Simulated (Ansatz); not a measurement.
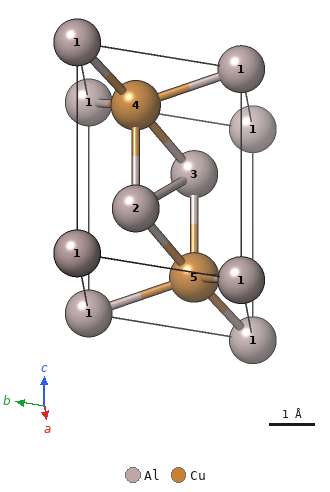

Figure 1. The starting structure (ball-and-stick view of the cell of the calculation, seen at an oblique angle; atoms are numbered from 1 in the order of the input). An atom can appear more than once, as a periodic image.

**Al3Cu2: geometry relaxation (part 1 of 2)**

System: Al3Cu2 (P-3m1, 5 atoms in the cell).
Method: DFT, PBEsol, dispersion d3bjatm, plane waves, PAW, no spin polarisation (Ansatz 0.2.0).

The structure derives from a Materials Project entry. Figures and captions count atoms from 1; the log counts them from 0 in places.

## What the program printed
```
Engine: ansatz 0.2.0, x86_64-unknown-linux-gnu
Pseudopotentials: kind: paw
Pseudopotential: Al, paw, valence charge 3, recommended cutoff 420 eV (normal), Al.paw.azcp
Pseudopotential: Cu, paw, valence charge 19, recommended cutoff 420 eV (normal), Cu.paw.azcp
Functional definition: PBEsol
  exchange = pbesol_x
  correlation = pbesol_c
Crystal: 5 atoms, lattice volume = 72.399 Å³
Basis set: ecut = 420 eV, 1397 PW (Γ), exchange–correlation on 60×60×72 points (8 copies of the dense FFT grid, shifted against one another)
Bands: 29, of which v1, the nominal top of the filled ones, is band 24 counted from 1 (23 counted from 0)
Symmetry: 12 space group operations
Space group: P-3m1 (ITA 164), of the structure as read, at distance tolerance 4.2e-5 Å
k-points: 131 of 1152
Non-local potential: Al, projectors of the file, l = 0: 2, l = 1: 2, l = 2: 1
Non-local potential: Cu, projectors of the file, l = 0: 3, l = 1: 2, l = 2: 3, l = 3: 1
PAW form: soft (Blöchl's): semilocal exchange-correlation on the pseudo side does not see the compensation charge
PAW frozen core: Al, regenerated for the run's functional, and the local potential with it (the file was generated under x = pbe(κ = 0.804, μ = 0.2195149727645171), c = pbe(β = 0.06672455060314922))
PAW frozen core: Cu, regenerated for the run's functional, and the local potential with it (the file was generated under x = pbe(κ = 0.804, μ = 0.2195149727645171), c = pbe(β = 0.06672455060314922))
PAW one-centre angular grid: Al, 110 points (default); XC on 64 Gauss nodes
PAW one-centre angular grid: Cu, 590 points (default); XC on 64 Gauss nodes
Initial density: superposition of atomic densities (neutral atoms: chi_scale 0, normalization atom), corrected by the library's trained network
Initial wavefunctions: pseudopotential atomic-orbital guess
Functional: x = pbesol(κ = 0.804, μ = 0.12345679012345678), c = pbesol(β = 0.046)
SCF iter   1: F=—  HF=-14753.810575 eV  |F-HF|=—  |Δ(HF+E_count)|=         —  Δρ=1.14e-2  dr2=5.83e-2  ethr=1.77e-3  ⟨swp⟩=6.3  Hψ=17002  notcnv=0
preconditioner: auto → Kerker (q_TF=auto, 2.539 Å⁻¹)  [metal: Δε(μ)=0.017 eV  Ē_g=7.561 eV  σ=0.100 eV  W_gap=0.10  n_scr=22 (ndim 8)  ℏωp=24.3 eV  f_vac=0.001  D(μ)=1.34/eV (n_scr^D=8)]
SCF iter   2: F=—  HF=-14753.800220 eV  |F-HF|=—  |Δ(HF+E_count)|=   1.04e-2  Δρ=1.57e-3  dr2=3.04e-3  ethr=1.24e-4  ⟨swp⟩=2.0  Hψ=6998  notcnv=0  defer=114
SCF iter   3: F=—  HF=-14753.799361 eV  |F-HF|=—  |Δ(HF+E_count)|=   8.60e-4  Δρ=1.55e-3  dr2=2.60e-3  ethr=6.47e-6  ⟨swp⟩=2.0  Hψ=4923  notcnv=0  defer=114
SCF iter   4: F=—  HF=-14753.798874 eV  |F-HF|=—  |Δ(HF+E_count)|=   4.87e-4  Δρ=6.49e-4  dr2=6.14e-4  ethr=5.53e-6  ⟨swp⟩=1.0  Hψ=3661  notcnv=0  defer=114
SCF iter   5: F=—  HF=-14753.798740 eV  |F-HF|=—  |Δ(HF+E_count)|=   1.35e-4  Δρ=1.59e-4  dr2=3.98e-5  ethr=1.31e-6  ⟨swp⟩=2.0  Hψ=4508  notcnv=0  defer=114
SCF iter   6: F=—  HF=-14753.798727 eV  |F-HF|=—  |Δ(HF+E_count)|=   1.30e-5  Δρ=4.26e-5  dr2=2.13e-6  ethr=8.46e-8  ⟨swp⟩=2.3  Hψ=5411  notcnv=0  defer=114
SCF iter   7: F=-14753.798726 eV  HF=-14753.798726 eV  |F-HF|=2.54e-8  |Δ(HF+E_count)|=   2.54e-7  Δρ=1.02e-5  dr2=6.79e-8  ethr=2.13e-10  ⟨swp⟩=6.5  Hψ=18581  notcnv=0
SCF 1 converged in 7 iterations: F = -14753.798726 eV  dr2 = 6.79e-8
  greatest PAW one-centre occupation: 1.000 electrons in one spin orbital (limit 2), on the Cu atom at site 4 (counted from 0), in its partial waves of l = 0
relax step   1: F+E_penalty+E_count = -14753.79872623 eV  Δ(F+E_penalty+E_count) = +0.000e0 eV  max|allowed force component| = 5.852e-2 eV/Å  Δτ_max = 0.0000 Å  P = -3.415 GPa  Ω = 72.399 Å³  (7 SCF iters, dr2 threshold 1.00e-7 eV, accepted)
Crystal: 5 atoms, lattice volume = 70.951 Å³
Basis set: ecut = 420 eV, 1385 PW (Γ), exchange–correlation on 60×60×72 points (8 copies of the dense FFT grid, shifted against one another)
Initial density: handed on by an earlier stage of this run
Initial wavefunctions: those handed on with the density
iter 1 solved again at ethr=7.60e-5 eV; its pass at ethr=3.10e-3 eV (dr2=3.57e-2 eV) is discarded
SCF iter   1: F=—  HF=-14753.827448 eV  |F-HF|=—  |Δ(HF+E_count)|=         —  Δρ=8.16e-3  dr2=3.59e-2  ethr=7.60e-5  ⟨swp⟩=1.0  Hψ=18751  notcnv=0
preconditioner: auto → Kerker (q_TF=auto, 2.547 Å⁻¹)  [metal: Δε(μ)=0.008 eV  Ē_g=7.701 eV  σ=0.100 eV  W_gap=0.05  n_scr=22 (ndim 8)  ℏωp=24.5 eV  f_vac=0.000  D(μ)=1.28/eV (n_scr^D=8)]
SCF iter   2: F=—  HF=-14753.822060 eV  |F-HF|=—  |Δ(HF+E_count)|=   5.39e-3  Δρ=1.27e-3  dr2=1.28e-3  ethr=7.60e-5  ⟨swp⟩=2.0  Hψ=5168  notcnv=0
SCF iter   3: F=—  HF=-14753.821251 eV  |F-HF|=—  |Δ(HF+E_count)|=   8.09e-4  Δρ=1.15e-3  dr2=1.12e-3  ethr=2.71e-6  ⟨swp⟩=2.1  Hψ=5610  notcnv=0
SCF iter   4: F=—  HF=-14753.821051 eV  |F-HF|=—  |Δ(HF+E_count)|=   2.00e-4  Δρ=2.66e-4  dr2=2.85e-5  ethr=2.38e-6  ⟨swp⟩=2.1  Hψ=5022  notcnv=0
SCF iter   5: F=—  HF=-14753.821070 eV  |F-HF|=—  |Δ(HF+E_count)|=   1.86e-5  Δρ=3.60e-5  dr2=9.24e-7  ethr=6.07e-8  ⟨swp⟩=2.0  Hψ=6853  notcnv=0
SCF iter   6: F=-14753.821070 eV  HF=-14753.821070 eV  |F-HF|=3.63e-8  |Δ(HF+E_count)|=   1.85e-7  Δρ=1.29e-5  dr2=1.72e-7  ethr=1.06e-9  ⟨swp⟩=5.1  Hψ=15953  notcnv=0
SCF 2 converged in 6 iterations: F = -14753.821070 eV  dr2 = 1.72e-7
relax step   2: F+E_penalty+E_count = -14753.82107015 eV  Δ(F+E_penalty+E_count) = -2.234e-2 eV  max|allowed force component| = 5.224e-2 eV/Å  Δτ_max = 0.0057 Å  P = -1.141 GPa  Ω = 70.951 Å³  energy of the carried Pulay correction = +6.208e-4 eV  (6 SCF iters, dr2 threshold 5.00e-7 eV, accepted)
Crystal: 5 atoms, lattice volume = 70.221 Å³
iter 1 solved again at ethr=1.92e-5 eV; its pass at ethr=3.10e-3 eV (dr2=9.03e-3 eV) is discarded
SCF iter   1: F=—  HF=-14753.826334 eV  |F-HF|=—  |Δ(HF+E_count)|=         —  Δρ=4.29e-3  dr2=9.60e-3  ethr=1.92e-5  ⟨swp⟩=1.0  Hψ=15862  notcnv=0
preconditioner: auto → Kerker (q_TF=auto, 2.552 Å⁻¹)  [metal: Δε(μ)=0.021 eV  Ē_g=7.795 eV  σ=0.100 eV  W_gap=0.12  n_scr=22 (ndim 8)  ℏωp=24.7 eV  f_vac=0.000  D(μ)=1.26/eV (n_scr^D=8)]
SCF iter   2: F=—  HF=-14753.824767 eV  |F-HF|=—  |Δ(HF+E_count)|=   1.57e-3  Δρ=8.86e-4  dr2=4.75e-4  ethr=1.92e-5  ⟨swp⟩=2.0  Hψ=4874  notcnv=0
SCF iter   3: F=—  HF=-14753.824495 eV  |F-HF|=—  |Δ(HF+E_count)|=   2.73e-4  Δρ=6.66e-4  dr2=3.24e-4  ethr=1.01e-6  ⟨swp⟩=2.0  Hψ=5485  notcnv=0
SCF iter   4: F=—  HF=-14753.824435 eV  |F-HF|=—  |Δ(HF+E_count)|=   6.00e-5  Δρ=1.59e-4  dr2=8.51e-6  ethr=6.89e-7  ⟨swp⟩=2.2  Hψ=5185  notcnv=0
iter 5 did not close the SCF: its close was put off for the readings that it lacked (scf_convergence_deferred on its scf_iter line)
SCF iter   5: F=-14753.824443 eV  HF=-14753.824443 eV  |F-HF|=5.89e-8  |Δ(HF+E_count)|=   8.11e-6  Δρ=2.12e-5  dr2=3.87e-7  ethr=1.81e-8  ⟨swp⟩=2.0  Hψ=6722  notcnv=0
SCF iter   6: F=-14753.824443 eV  HF=-14753.824443 eV  |F-HF|=3.42e-8  |Δ(HF+E_count)|=   7.70e-8  Δρ=7.22e-6  dr2=7.56e-8  ethr=8.23e-10  ⟨swp⟩=2.9  Hψ=13536  notcnv=0
SCF 3 converged in 6 iterations: F = -14753.824443 eV  dr2 = 7.56e-8
relax step   3: F+E_penalty+E_count = -14753.82444289 eV  Δ(F+E_penalty+E_count) = -3.373e-3 eV  max|allowed force component| = 2.075e-2 eV/Å  Δτ_max = 0.0070 Å  P = +0.109 GPa  Ω = 70.221 Å³  energy of the carried Pulay correction = +9.386e-4 eV  (6 SCF iters, dr2 threshold 5.00e-7 eV, accepted)
Crystal: 5 atoms, lattice volume = 70.262 Å³
iter 1 solved again at ethr=1.61e-7 eV; its pass at ethr=3.10e-3 eV (dr2=7.55e-5 eV) is discarded
SCF iter   1: F=—  HF=-14753.824535 eV  |F-HF|=—  |Δ(HF+E_count)|=         —  Δρ=4.27e-4  dr2=7.84e-5  ethr=1.61e-7  ⟨swp⟩=2.0  Hψ=15494  notcnv=0
preconditioner: auto → Kerker (q_TF=auto, 2.551 Å⁻¹)  [metal: Δε(μ)=0.020 eV  Ē_g=7.823 eV  σ=0.100 eV  W_gap=0.11  n_scr=22 (ndim 8)  ℏωp=24.7 eV  f_vac=0.000  D(μ)=1.27/eV (n_scr^D=8)]
SCF iter   2: F=—  HF=-14753.824515 eV  |F-HF|=—  |Δ(HF+E_count)|=   2.00e-5  Δρ=1.89e-4  dr2=1.41e-5  ethr=1.61e-7  ⟨swp⟩=2.7  Hψ=5665  notcnv=0
SCF iter   3: F=—  HF=-14753.824503 eV  |F-HF|=—  |Δ(HF+E_count)|=   1.25e-5  Δρ=9.57e-5  dr2=4.76e-6  ethr=3.01e-8  ⟨swp⟩=2.0  Hψ=6501  notcnv=0
SCF iter   4: F=—  HF=-14753.824502 eV  |F-HF|=—  |Δ(HF+E_count)|=   1.01e-6  Δρ=1.56e-5  dr2=1.40e-7  ethr=1.01e-8  ⟨swp⟩=2.2  Hψ=5888  notcnv=0
iter 5 did not close the SCF: its close was put off for the readings that it lacked (scf_convergence_deferred on its scf_iter line)
SCF iter   5: F=-14753.824502 eV  HF=-14753.824502 eV  |F-HF|=1.58e-9  |Δ(HF+E_count)|=   2.95e-8  Δρ=2.41e-6  dr2=5.25e-9  ethr=2.98e-10  ⟨swp⟩=2.1  Hψ=5756  notcnv=0
SCF iter   6: F=-14753.824502 eV  HF=-14753.824502 eV  |F-HF|=1.11e-9  |Δ(HF+E_count)|=   1.16e-9  Δρ=1.00e-6  dr2=1.55e-9  ethr=1.12e-11  ⟨swp⟩=2.0  Hψ=12622  notcnv=0
SCF 4 converged in 6 iterations: F = -14753.824502 eV  dr2 = 1.55e-9
relax step   4: F+E_penalty+E_count = -14753.82450173 eV  Δ(F+E_penalty+E_count) = -5.884e-5 eV  max|allowed force component| = 8.379e-3 eV/Å  Δτ_max = 0.0020 Å  P = +0.029 GPa  Ω = 70.262 Å³  energy of the carried Pulay correction = +9.204e-4 eV  (6 SCF iters, dr2 threshold 3.40e-8 eV, accepted)
Initial wavefunctions: pseudopotential atomic-orbital guess (no wavefunctions were taken with the density)
iter 1 solved again at ethr=1.04e-7 eV; its pass at ethr=3.10e-3 eV (dr2=4.90e-5 eV) is discarded
SCF iter   1: F=—  HF=-14753.823673 eV  |F-HF|=—  |Δ(HF+E_count)|=         —  Δρ=4.48e-5  dr2=1.57e-7  ethr=1.04e-7  ⟨swp⟩=3.0  Hψ=26710  notcnv=0
preconditioner: auto → Kerker (q_TF=auto, 2.551 Å⁻¹)  [metal: Δε(μ)=0.019 eV  Ē_g=7.821 eV  σ=0.100 eV  W_gap=0.11  n_scr=22 (ndim 8)  ℏωp=24.7 eV  f_vac=0.000  D(μ)=1.27/eV (n_scr^D=8)]
SCF iter   2: F=—  HF=-14753.823667 eV  |F-HF|=—  |Δ(HF+E_count)|=   6.91e-6  Δρ=2.34e-5  dr2=1.15e-7  ethr=3.35e-10  ⟨swp⟩=2.4  Hψ=6352  notcnv=0
SCF iter   3: F=—  HF=-14753.823667 eV  |F-HF|=—  |Δ(HF+E_count)|=   3.40e-8  Δρ=9.73e-6  dr2=1.31e-8  ethr=2.45e-10  ⟨swp⟩=1.2  Hψ=4045  notcnv=0
SCF iter   4: F=—  HF=-14753.823667 eV  |F-HF|=—  |Δ(HF+E_count)|=   2.36e-9  Δρ=4.31e-6  dr2=2.29e-9  ethr=2.79e-11  ⟨swp⟩=2.0  Hψ=5169  notcnv=0
SCF iter   5: F=—  HF=-14753.823667 eV  |F-HF|=—  |Δ(HF+E_count)|=   1.32e-9  Δρ=1.25e-6  dr2=1.48e-10  ethr=4.87e-12  ⟨swp⟩=1.0  Hψ=3799  notcnv=0
SCF iter   6: F=-14753.823667 eV  HF=-14753.823667 eV  |F-HF|=3.64e-12  |Δ(HF+E_count)|=  1.15e-10  Δρ=2.17e-7  dr2=5.11e-12  ethr=1.00e-12  ⟨swp⟩=4.2  Hψ=12602  notcnv=0
SCF 5 converged in 6 iterations: F = -14753.823667 eV  dr2 = 5.11e-12
relax step   5: F+E_penalty+E_count = -14753.82366657 eV  Δ(F+E_penalty+E_count) = +8.352e-4 eV  max|allowed force component| = 8.361e-3 eV/Å  Δτ_max = 0.0000 Å  P = +0.018 GPa  Ω = 70.262 Å³  stress off target by 2.67e-2 GPa  SCF on the basis re-selected at this cell (its energy is not comparable with the rows above)  (6 SCF iters)
```

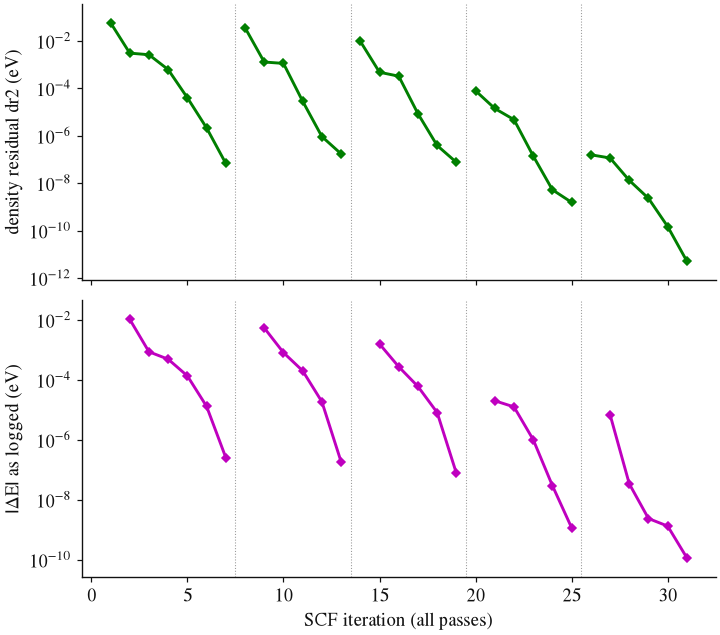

Figure 2. Convergence of the self-consistent field: density residual dr2 and size of the energy change against the SCF iteration. The dotted lines part the SCF passes of the relaxation: geometry steps, rejected trials and re-solves on a re-selected basis. The 5 passes take 6 to 7 iterations each, 31 in all.

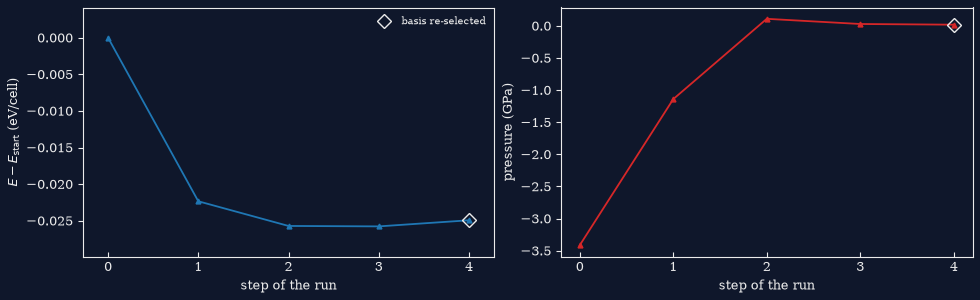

Figure 3. Progress of the relaxation, step by step (the first geometry is step 0 here and step 1 in the log).
